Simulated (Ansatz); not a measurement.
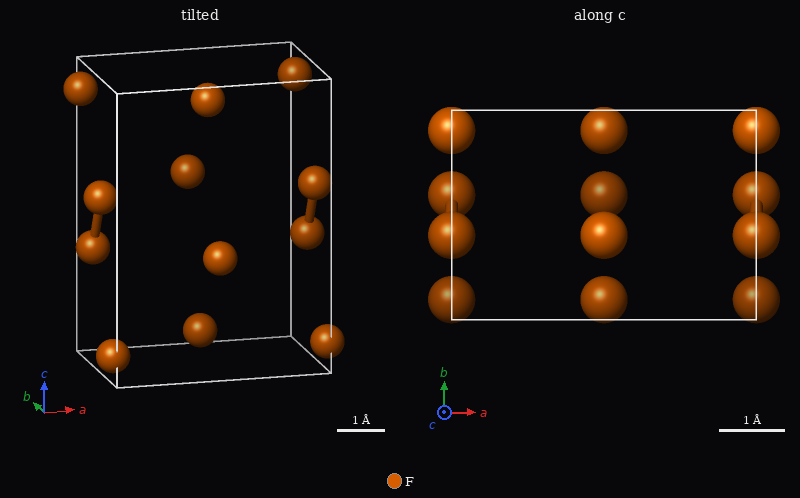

Crystal structure, ball-and-stick style, seen slightly off an axis and along the c axis. The wireframe shows the conventional unit cell.

F, space group Cmce (No. 64), a = 4.739 Å, b = 3.261 Å, c = 6.483 Å, α = 90.00°, β = 90.00°, γ = 90.00°. The structure was taken from a structure listed in the Materials Project. The cell was then strained or its atoms displaced on purpose. It was the input of a calculation with Ansatz.

This one geometry was computed with Ansatz (DFT, plane waves, PAW) at three levels of theory: HSE06, PBE and r2SCAN.

### Which level gives the highest pressure at this volume, and what does that say about its equilibrium volume?

Highest: PBE (5.4 GPa), which points to the largest equilibrium volume. Lowest, with the smallest volume: HSE06 (0.6 GPa). Levels within 0.5 GPa of each other can't be told apart.

### How does the band gap change with the level of theory?

PBE: a gap of 2.94 eV, direct; r2SCAN: a gap of 3.79 eV, direct; HSE06: a gap of 6.14 eV, direct.

### Collect the results in a table.

| level | cutoff (eV) | k-mesh of the run's cell | gap (eV) | pressure (GPa) |
| --- | --- | --- | --- | --- |
| HSE06 | 420 | 6×6×4 | 6.14 | 0.6 |
| PBE | 420 | 10×10×4 | 2.94 | 5.4 |
| r2SCAN | 500 | 10×10×4 | 3.79 | 1.2 |

Gaps are taken on the k-mesh or band path of each run.
